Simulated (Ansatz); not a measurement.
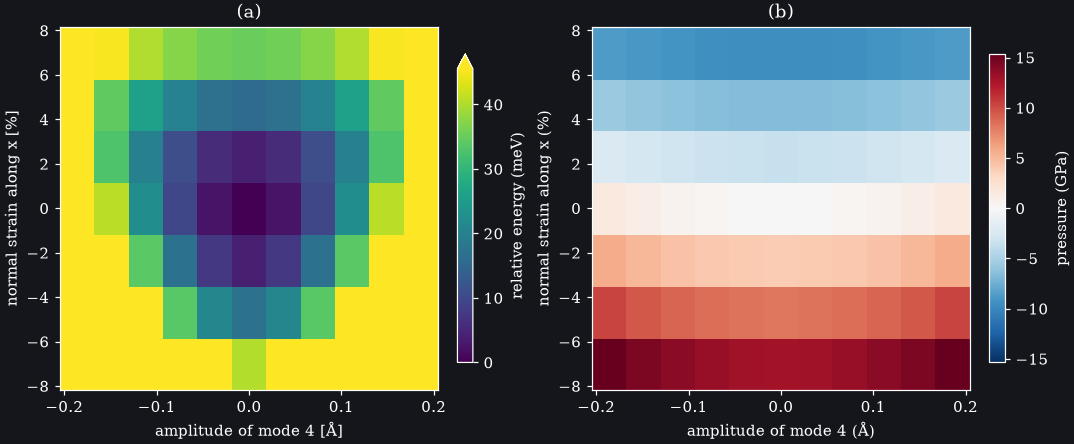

TiH (Fm-3m, No. 225; 2 atoms in the cell). The energy is mapped over a normal mode and a strain (zone-centre modes of the 2-atom cell of this scan) (x, y and z along the cube axes). First axis: amplitude of mode 4 (959 cm⁻¹), largest displacement in the unstrained cell. Second axis: normal strain along x. Nothing is relaxed (the pattern is fixed in fractional coordinates). The grid has 11 × 7 points; 42 points were computed and 35 follow by symmetry. Points are written as (first, second). All energies are given in meV per cell relative to the lowest grid point. These are results of DFT LDA, scalar-relativistic, plane waves, PAW (Ansatz), not measurements. Settings: cutoff 520 eV, k-mesh 18×18×18, gaussian smearing 0.15 eV, no spin polarisation.

Panel (a) is the energy; panel (b) is the computed pressure, in GPa.

Drawn: one coloured cell a grid point, one colour for all values above the top of the scale.

Question: How does the pressure vary over the map, and what is it at the lowest grid point?

Answer: It runs from −9.5 GPa at (0.000 Å, 7.00 %) to 15.4 GPa at (−0.186 Å, −7.00 %). At the lowest grid point, (0.000 Å, 0.00 %), it is 0.0 GPa.

```csv
"second ↓, first →",−0.186,−0.149,−0.112,−0.074,−0.037,0.000,0.037,0.074,0.112,0.149,0.186
7.00,−8.7,−9.0,−9.2,−9.4,−9.5,−9.5,−9.5,−9.4,−9.2,−9.0,−8.7
4.67,−5.7,−6.1,−6.4,−6.6,−6.7,−6.7,−6.7,−6.6,−6.4,−6.1,−5.7
2.33,−2.2,−2.7,−3.1,−3.3,−3.5,−3.5,−3.5,−3.3,−3.1,−2.7,−2.2
0.00,1.6,1.0,0.5,0.2,0.1,0.0,0.1,0.2,0.5,1.0,1.6
−2.33,5.7,5.0,4.5,4.2,4.0,3.9,4.0,4.2,4.5,5.0,5.7
−4.67,10.3,9.6,9.0,8.6,8.3,8.2,8.3,8.6,9.0,9.6,10.3
−7.00,15.4,14.5,13.8,13.3,13.0,13.0,13.0,13.3,13.8,14.5,15.4
```
